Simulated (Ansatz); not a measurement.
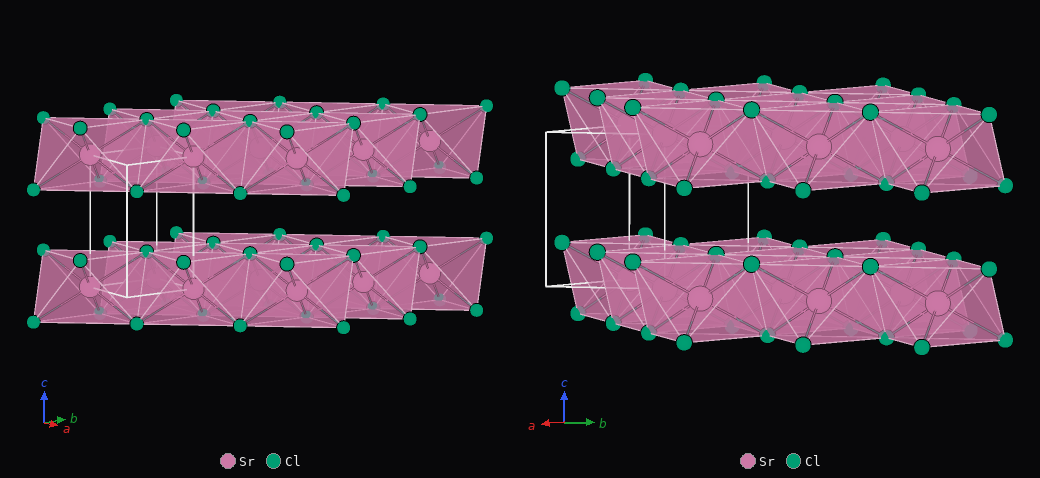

Polyhedra are drawn about Sr (bonds: Cl–Sr below 3.3 Å); other atoms are plain spheres. Two views of the same piece.

SrCl2 (space group P-3m1, No. 164). Coordinates: the input geometry of an electronic-structure calculation (not necessarily at equilibrium); the starting structure was generated, so it need not be a known form of this composition.

What figure surrounds each Sr atom, and what does it share with the other drawn polyhedra?

Sr: SrCl6 octahedron, sharing edges with six neighbours.

What is the connectivity of the polyhedra: isolated, groups, chains, layers or framework?

They form layers of edge-sharing octahedra parallel to (001).
